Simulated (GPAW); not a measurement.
# SnS2: sheet polarisability

What do local fields do to the response of SnS2?

Method: PBE and many-body steps on it, plane waves, in GPAW 26.7.0.

The database entry behind the starting cell differs from later determinations by our own check (c about 0.5 % short), so it need not match the best structure at ambient conditions.

### Step 1. Set-up

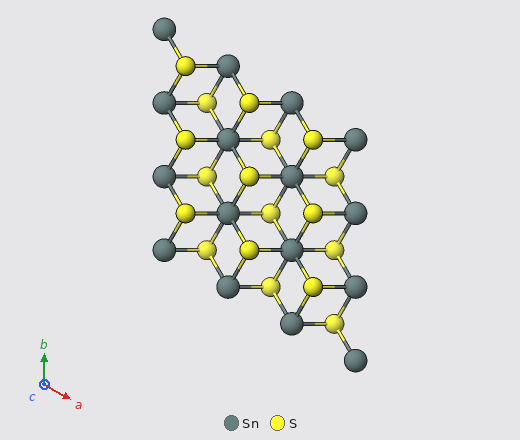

Start, viewed from above; tin teal, sulfur yellow. 3×3×1 cells are drawn. Some periodic images of atoms are drawn too.

The cell holds 3 atoms: 1 Sn and 2 S. Cell: a = 3.639 Å, b = 3.639 Å, c = 13.900 Å, α = 90.0°, β = 90.0°, γ = 120.0°. It derives from SnS2. Vacuum lies along c.

Coordinates:

```
Sn S
1.0
     3.63900    0.00000    0.00000
    -1.81950    3.15147    0.00000
     0.00000    0.00000   13.90000
Sn S
1 2
Direct
  0.00000 0.00000 0.50000
  0.33333 0.66667 0.60554
  0.66667 0.33333 0.39446
```

### Step 2. Empty states on the mesh, 15×15×1 mesh, 79 bands

This step: GPAW 26.7.0; DFT, PBE, plane waves, PAW.

The sums over transitions need many empty states on a uniform mesh; this step solves for them.

run.py

```python
import json
import numpy as np
from gpaw.mpi import world
from gpaw import GPAW

calc = GPAW('gs.gpw').fixed_density(kpts={'size': (15, 15, 1), 'gamma': True},
    nbands=92,
    convergence={'bands': 79},
    update_fermi_level=True,
    txt='nscf.txt')
calc.write('full.gpw', mode='all')
res = {}
kpts = calc.get_ibz_k_points()
res['kpts'] = kpts
res['eigenvalues'] = [calc.get_eigenvalues(kpt=k) for k in range(len(kpts))]
res['n_electrons'] = calc.get_number_of_electrons()

if world.rank == 0:
    with open('result.json', 'w') as f:
        json.dump(res, f, default=lambda x: x.tolist())
```

Run with:

```console
$ mpirun -n 4 gpaw python run.py
```

Numbers of over 12 decimals in the logs are rounded to 6 here.

Log:

```text
Diagonalizing LCAO Hamiltonian
Converting LCAO to pw mode
convergence criteria:
- Maximum integral of absolute [eigenst]ate change: 4e-08 eV^2 / valence electron
maximum number of iterations: 100

SCF iterations
|iter     |     time |      energy | eigst |  dens |
|iter:   1|  |             | +3.83 |       |
|iter:   2|  |             | +2.55 |       |
|iter:   3|  |             | +1.51 |       |
[...]
|iter:  11|  |             | -6.39 |       |
|iter:  12|  |             | -7.11 |       |
|iter:  13|  |             | -7.53c|       |
SCF steps: 13
  __  _  _
 | _ |_)|_||  |
 |__||  | ||/\| - 26.7.0

Input parameters:
  mode=PW(ecut=450.000000),
  convergence={'bands': 79},
  gpts=array([18, 18, 70]),
  kpts=MonkhorstPack(size=(15, 15, 1), gamma=True),
  maxiter=100,
  nbands=92,
  occupations=Occupations(name='fermi-dirac', width=0.001, fixmagmom=False),
  parallel={},
  xc=XC(name='PBE')
# Writing to full.gpw (mode='all')
  [... matrices ...]

timing:  # [seconds]
  Total: 0.067  # ━━━━━━━━━━━━━━━━━━━━━━━━━━━━━━━━━━━━━━━━━━━━━━━━━━━━━━━━━━━
```

Elapsed: 51 s, on 4 MPI ranks of Arm Neoverse V2, shared host; peak memory 0.94 GiB; 3.4 min of CPU time.

This step gave:

- gap: 1.669 eV
- k of the valence top: 0.1333, 0, 0
- k of the conduction bottom: 0.4667, 0, 0
- least direct gap: 1.927 eV
- k points computed: 27
- lowest point of the top converged band, above the valence top: 31.00 eV

On this mesh the gap is 1.669 eV.

### Step 3. RPA response

The response function is computed on a frequency grid, with local fields up to the given cutoff.

This step: linear response, RPA, on PBE, plane waves, PAW.

run.py

```python
import json
import numpy as np
from gpaw.mpi import world
from gpaw.response.df import DielectricFunction

df = DielectricFunction('full.gpw',
    ecut=50,
    nbands=79,
    eta=0.2,
    frequencies={'type': 'nonlinear', 'domega0': 0.05, 'omega2': 10.0},
    intraband=False,
    truncation='2D',
    txt='df.txt')
res = {'optical': {}, 'eels': []}
for d in 'x':
    y0, y = df.get_polarizability(direction=d, xc='RPA', filename=None)
    res['optical'][d] = [y0.real, y0.imag, y.real, y.imag]
res['w'] = df.get_frequencies()
for q_c in [[0.0666666667, 0, 0], [0.2, 0, 0], [0.4666666667, 0, 0], [0.8, 0, 0], [1.2, 0, 0]]:
    res['eels'].append(df.get_eels_spectrum(q_c=q_c, xc='RPA', filename=None))

if world.rank == 0:
    with open('result.json', 'w') as f:
        json.dump(res, f, default=lambda x: x.tolist())
```

Run with:

```console
$ mpirun -n 4 gpaw python run.py
```

Log:

```text
Using integrator: PointIntegrator
NonLinearFrequencyDescriptor(from 0.000 to 54.704 eV, 336 points)
Nonperiodic BCs:  [False False  True]
Using integrator: PointIntegrator
NonLinearFrequencyDescriptor(from 0.000 to 54.704 eV, 336 points)
Nonperiodic BCs:  [False False  True]

Calculating chi0 body with:
    Ground state adapter containing:
    Number of spins: 1
    Number of kpoints: 225
    Number of irreducible kpoints: 27
    Number of completely occupied states: 13
    Number of partially occupied states: 13
    Occupied states memory: 4.498901 M / cpu

    Linear response parametrization:
    q_c: [0.0, 0.0, 0.0]
    Number of frequency points: 336
    Planewave cutoff: 50.0
    Number of bands: 79
    Number of planewaves: 125
    Broadening (eta): 0.2
    comm.size: 4
    kncomm.size: 4
    blockcomm.size: 1

    Memory estimate of potentially large arrays:
        chi0_wGG: 80.108642578125 M / cpu
Integrating chi0 body.

Symmetries of q_c:
    Direct symmetries (Uq -> q): 12
    Indirect symmetries (TUq -> q): 0
In total 12 allowed symmetries.

  [... matrices ...]
27 groups of equivalent kpoints. 88.0% reduction.

Integral kind: spectral function

Calculating chi0 optical extensions with:
    Ground state adapter containing:
    Number of spins: 1
    Number of kpoints: 225
    Number of irreducible kpoints: 27
    Number of completely occupied states: 13
    Number of partially occupied states: 13
    Occupied states memory: 4.498901 M / cpu

    Linear response parametrization:
    Number of frequency points: 336
    Planewave cutoff: 50.0
    Number of bands: 79
    Number of planewaves: 125
    Broadening (eta): 0.2
Integrating chi0 head and wings.

Symmetries of q_c:
    Direct symmetries (Uq -> q): 12
    Indirect symmetries (TUq -> q): 0
In total 12 allowed symmetries.

  [... matrices ...]
27 groups of equivalent kpoints. 88.0% reduction.

Integral kind: spectral function wings

Calculating chi0 body with:
    Ground state adapter containing:
    Number of spins: 1
    Number of kpoints: 225
    Number of irreducible kpoints: 27
    Number of completely occupied states: 13
    Number of partially occupied states: 13
    Occupied states memory: 4.498901 M / cpu

    Linear response parametrization:
    q_c: [0.0666666667, 0.0, 0.0]
    Number of frequency points: 336
    Planewave cutoff: 50.0
    Number of bands: 79
    Number of planewaves: 125
    Broadening (eta): 0.2
    comm.size: 4
    kncomm.size: 4
    blockcomm.size: 1

    Memory estimate of potentially large arrays:
        chi0_wGG: 80.108642578125 M / cpu
Integrating chi0 body.

Symmetries of q_c:
    Direct symmetries (Uq -> q): 2
    Indirect symmetries (TUq -> q): 0
In total 2 allowed symmetries.

  [... matrices ...]
120 groups of equivalent kpoints. 46.666667% reduction.

Integral kind: spectral function

[... 4 further calls ...]
```

It took 69 s on 4 MPI ranks; peak memory 1.9 GiB; 4.6 min of CPU time.

Numbers from this step:

- static polarisability of the sheet (Å): 3.078
- the same without local fields: 3.547

The static value is 3.08.

The Im polarisability of the sheet has structure finer than the step of the table below, so its rows give means over 2.5 eV, whole bins alone (the curve runs from 0 to 39.8 eV). Peaks (eV: height): xx, no local fields 4.20: 6.71, 5.20: 6.97; xx, local fields 4.40: 5.44, 5.40: 5.96.

RPA, broadening 0.2 eV. The Im polarisability of the sheet by photon energy; means over each step:

```
photon energy (eV)  xx, no local fields (Å)  xx, local fields (Å)
               2.5                     1.16                 0.997
               5.0                     5.63                  4.68
               7.5                     2.91                  2.65
              10.0                     1.45                  1.28
              12.5                    0.612                 0.578
              15.0                    0.298                 0.372
              17.5                    0.151                 0.212
              20.0                   0.0890                 0.166
              22.5                   0.0486                 0.118
              25.0                   0.0506                0.0942
              27.5                   0.0971                 0.122
              30.0                   0.0325                0.0644
              32.5                   0.0338                0.0529
              35.0                   0.0274                0.0277
              37.5                   0.0248                0.0231
```

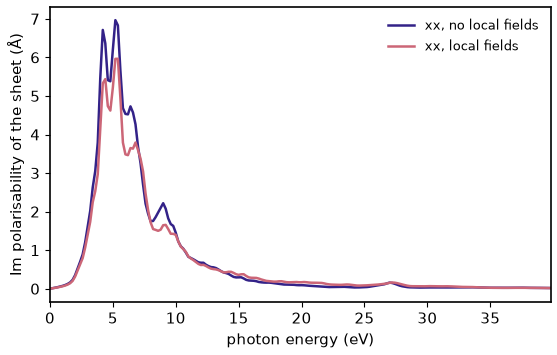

Im polarisability of the sheet against photon energy.

### Step 4. RPA response, local-field cutoff (15×15×1 mesh, 79 bands, screening to 100 eV, broadening 0.2 eV)

Edit run.py of step 3 so:

```diff
@@ -6,3 +6,3 @@
 df = DielectricFunction('full.gpw',
-    ecut=50,
+    ecut=100,
     nbands=79,
@@ -18,3 +18,3 @@
 res['w'] = df.get_frequencies()
-for q_c in [[0.0666666667, 0, 0], [0.2, 0, 0], [0.4666666667, 0, 0], [0.8, 0, 0], [1.2, 0, 0]]:
+for q_c in [[0.4666666667, 0, 0]]:
     res['eels'].append(df.get_eels_spectrum(q_c=q_c, xc='RPA', filename=None))
```

Run with:

```console
$ mpirun -n 4 gpaw python run.py
```

Log:

```text
Using integrator: PointIntegrator
NonLinearFrequencyDescriptor(from 0.000 to 54.704 eV, 336 points)
Nonperiodic BCs:  [False False  True]
Using integrator: PointIntegrator
NonLinearFrequencyDescriptor(from 0.000 to 54.704 eV, 336 points)
Nonperiodic BCs:  [False False  True]

Calculating chi0 body with:
    Ground state adapter containing:
    Number of spins: 1
    Number of kpoints: 225
    Number of irreducible kpoints: 27
    Number of completely occupied states: 13
    Number of partially occupied states: 13
    Occupied states memory: 4.498901 M / cpu

    Linear response parametrization:
    q_c: [0.0, 0.0, 0.0]
    Number of frequency points: 336
    Planewave cutoff: 100.0
    Number of bands: 79
    Number of planewaves: 341
    Broadening (eta): 0.2
    comm.size: 4
    kncomm.size: 4
    blockcomm.size: 1

    Memory estimate of potentially large arrays:
        chi0_wGG: 596.167236328125 M / cpu
Integrating chi0 body.

Symmetries of q_c:
    Direct symmetries (Uq -> q): 12
    Indirect symmetries (TUq -> q): 0
In total 12 allowed symmetries.

  [... matrices ...]
27 groups of equivalent kpoints. 88.0% reduction.

Integral kind: spectral function

Calculating chi0 optical extensions with:
    Ground state adapter containing:
    Number of spins: 1
    Number of kpoints: 225
    Number of irreducible kpoints: 27
    Number of completely occupied states: 13
    Number of partially occupied states: 13
    Occupied states memory: 4.498901 M / cpu

    Linear response parametrization:
    Number of frequency points: 336
    Planewave cutoff: 100.0
    Number of bands: 79
    Number of planewaves: 341
    Broadening (eta): 0.2
Integrating chi0 head and wings.

Symmetries of q_c:
    Direct symmetries (Uq -> q): 12
    Indirect symmetries (TUq -> q): 0
In total 12 allowed symmetries.

  [... matrices ...]
27 groups of equivalent kpoints. 88.0% reduction.

Integral kind: spectral function wings

Calculating chi0 body with:
    Ground state adapter containing:
    Number of spins: 1
    Number of kpoints: 225
    Number of irreducible kpoints: 27
    Number of completely occupied states: 13
    Number of partially occupied states: 13
    Occupied states memory: 4.498901 M / cpu

    Linear response parametrization:
    q_c: [0.4666666667, 0.0, 0.0]
    Number of frequency points: 336
    Planewave cutoff: 100.0
    Number of bands: 79
    Number of planewaves: 368
    Broadening (eta): 0.2
    comm.size: 4
    kncomm.size: 4
    blockcomm.size: 1

    Memory estimate of potentially large arrays:
        chi0_wGG: 694.3125 M / cpu
Integrating chi0 body.

Symmetries of q_c:
    Direct symmetries (Uq -> q): 2
    Indirect symmetries (TUq -> q): 0
In total 2 allowed symmetries.

  [... matrices ...]
120 groups of equivalent kpoints. 46.666667% reduction.

Integral kind: spectral function
```

Run time: 46 s. Hardware: 4 MPI ranks; peak memory 8 GiB; 3.1 min of CPU time.

Numbers from this step:

- static polarisability of the sheet (Å): 3.019
- the same without local fields: 3.547

The static value is 3.02.

### Step 5. RPA response, fewer bands (15×15×1 mesh, 18 bands, screening to 50 eV, broadening 0.2 eV)

Edit run.py of step 4 so:

```diff
@@ -6,4 +6,4 @@
 df = DielectricFunction('full.gpw',
-    ecut=100,
-    nbands=79,
+    ecut=50,
+    nbands=18,
     eta=0.2,
@@ -18,3 +18,3 @@
 res['w'] = df.get_frequencies()
-for q_c in [[0.4666666667, 0, 0]]:
+for q_c in []:
     res['eels'].append(df.get_eels_spectrum(q_c=q_c, xc='RPA', filename=None))
```

Run with:

```console
$ mpirun -n 4 gpaw python run.py
```

Log:

```text
Using integrator: PointIntegrator
NonLinearFrequencyDescriptor(from 0.000 to 29.615 eV, 267 points)
Nonperiodic BCs:  [False False  True]
Using integrator: PointIntegrator
NonLinearFrequencyDescriptor(from 0.000 to 29.615 eV, 267 points)
Nonperiodic BCs:  [False False  True]

Calculating chi0 body with:
    Ground state adapter containing:
    Number of spins: 1
    Number of kpoints: 225
    Number of irreducible kpoints: 27
    Number of completely occupied states: 13
    Number of partially occupied states: 13
    Occupied states memory: 4.498901 M / cpu

    Linear response parametrization:
    q_c: [0.0, 0.0, 0.0]
    Number of frequency points: 267
    Planewave cutoff: 50.0
    Number of bands: 18
    Number of planewaves: 125
    Broadening (eta): 0.2
    comm.size: 4
    kncomm.size: 4
    blockcomm.size: 1

    Memory estimate of potentially large arrays:
        chi0_wGG: 63.657761 M / cpu
Integrating chi0 body.

Symmetries of q_c:
    Direct symmetries (Uq -> q): 12
    Indirect symmetries (TUq -> q): 0
In total 12 allowed symmetries.

  [... matrices ...]
27 groups of equivalent kpoints. 88.0% reduction.

Integral kind: spectral function

Calculating chi0 optical extensions with:
    Ground state adapter containing:
    Number of spins: 1
    Number of kpoints: 225
    Number of irreducible kpoints: 27
    Number of completely occupied states: 13
    Number of partially occupied states: 13
    Occupied states memory: 4.498901 M / cpu

    Linear response parametrization:
    Number of frequency points: 267
    Planewave cutoff: 50.0
    Number of bands: 18
    Number of planewaves: 125
    Broadening (eta): 0.2
Integrating chi0 head and wings.

Symmetries of q_c:
    Direct symmetries (Uq -> q): 12
    Indirect symmetries (TUq -> q): 0
In total 12 allowed symmetries.

  [... matrices ...]
27 groups of equivalent kpoints. 88.0% reduction.

Integral kind: spectral function wings
```

Wall time 4.5 s (4 MPI ranks); peak memory 1.3 GiB; 18 s of CPU time.

This step gave:

```yaml
static_polarisability_of_the_sheet_a: 2.897
the_same_without_local_fields: 3.247
```

[end of part 1 of 2]

[Paths, hosts, dates, memory and timing lines, banners, echoed tables and standing remarks are left out of the program output.]

[Logs are printed without paths, hosts, clocks, repeated set-up lines and the standing remarks that a program may print on its own settings, such as how far it seeks lower states.]

[Runs of the session that timed out or met a known fault of the program may be left out.]

[Hosts, paths, dates, database ids (printed as entryN), source tags and the programs' standing remarks are cut or masked in the printed files.]
